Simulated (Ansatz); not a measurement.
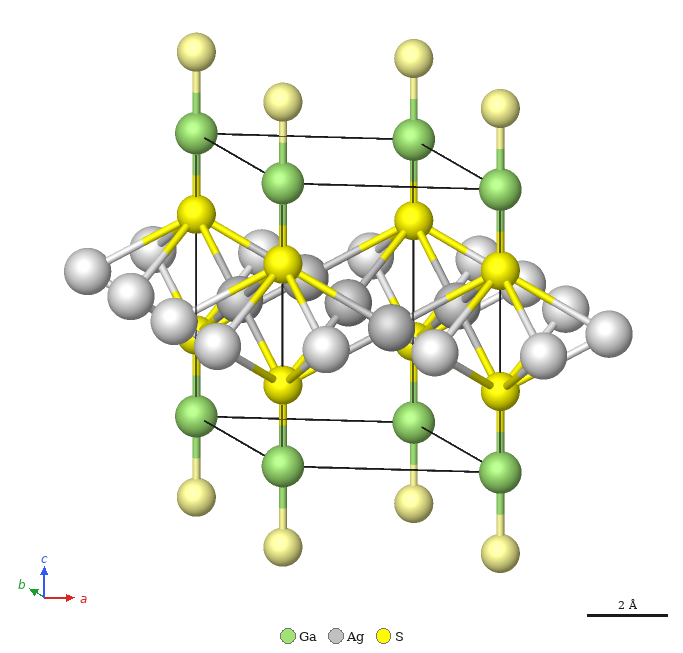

Shown here is a ball-and-stick view of the crystal, taken slightly off an axis. The edges of the conventional unit cell are marked. Atoms of adjacent cells appear where they bond to atoms in the box, in fainter colours. Cell: a = 5.53 Å, b = 5.53 Å, c = 7.38 Å, α = 90.00°, β = 90.00°, γ = 120.00°.

It goes back to a random cell made by a generator, so it need not be a real form of the compound. Earlier steps of the study may have refined or changed the cell and positions. Ansatz was used for an electronic-structure calculation on it.

> Caption:

It has the composition GaAg3S2. Its lattice is primitive hexagonal, its space group P6/mmm (No. 191). With Z = 1, the cell contains 1 Ga, 3 Ag, 2 S. Around each Ga lie two S in a linear arrangement at about 2.1 Å. S bonds to six Ag and one Ga (about 3.2 Å to Ag, 2.1 Å to Ga). Not all metal-metal contacts are counted. The bonds build a three-dimensional framework.

All computed values are from DFT PBE, scalar-relativistic, plane waves, PAW (Ansatz 0.2.0). Settings: a 420 eV plane-wave basis, 12×12×6 k-points, Gaussian smearing of 0.1 eV, no spin polarisation.

> Does it come out as a metal, or with a gap?

A metal: bands cross the Fermi level.

> Give the Bader charge of each element.

Ga +0.93 e; Ag +0.14 e; S -0.67 e.

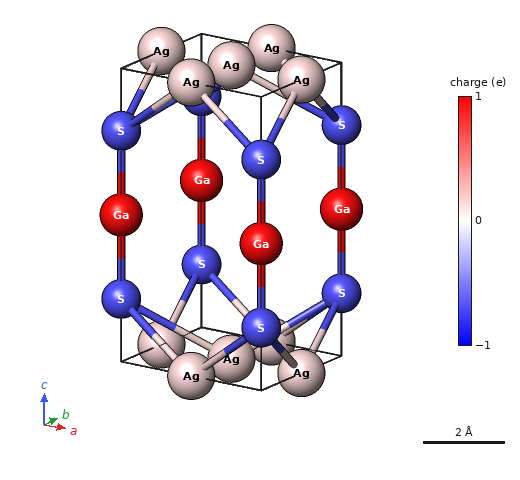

The atoms coloured by those charges. The run's cell of 6 atoms is drawn, so axes and origin can differ from the first picture.

> Is this the optimised geometry for these settings?

Yes. All forces vanish to within 0.01 eV/Å. The pressure is 0.0 GPa, close to zero.
